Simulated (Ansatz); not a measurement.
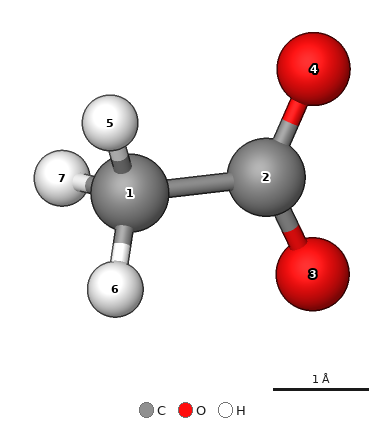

This is C$_{2}$H$_{3}$O$_{2}$ (charge −1). The picture is a ball-and-stick view, seen at a tilt.

The calculation used Ansatz 0.2.0, RKS PBE0-D4/def2-TZVPPD. 

Change: All atoms are moved at random (σ = 0.02 Å) from the PBE0-D4/def2-TZVP minimum.

Input file:
```yaml
crystal:
  periodic: [false, false, false]
  atoms:
    - {symbol: C, position_ang: [-0.335169, 0.546611, -0.162275]}
    - {symbol: C, position_ang: [0.496613, -0.731765, 0.212743]}
    - {symbol: O, position_ang: [0.845910, -0.788432, 1.372013]}
    - {symbol: O, position_ang: [0.654308, -1.547547, -0.720445]}
    - {symbol: H, position_ang: [-0.279267, 0.744329, -1.264167]}
    - {symbol: H, position_ang: [0.005339, 1.412061, 0.418780]}
    - {symbol: H, position_ang: [-1.385271, 0.365323, 0.064032]}
basis:
  gaussian: {orbitals: "def2-TZVPPD.json"}
total_charge: -1
hamiltonian: {xc: pbe0, dispersion: d4}
output: {forces: true}
```

Predict the response.

Answer. It costs 1.52 kcal/mol. The largest forces, 2.5 eV/Å, act on C2 and O3. At other levels of theory the same distortion costs 2.07 kcal/mol (RKS PBE-D4/def2-TZVPPD), 1.75 kcal/mol (RKS r2SCAN-D4/def2-TZVPPD), 1.70 kcal/mol (RKS wB97M-V/def2-TZVPPD). Some distances before and after: C2–O3 1.249 → 1.212 Å, C1–H5 1.093 → 1.121 Å, C1–C2 1.551 → 1.571 Å, C1–H7 1.096 → 1.089 Å.
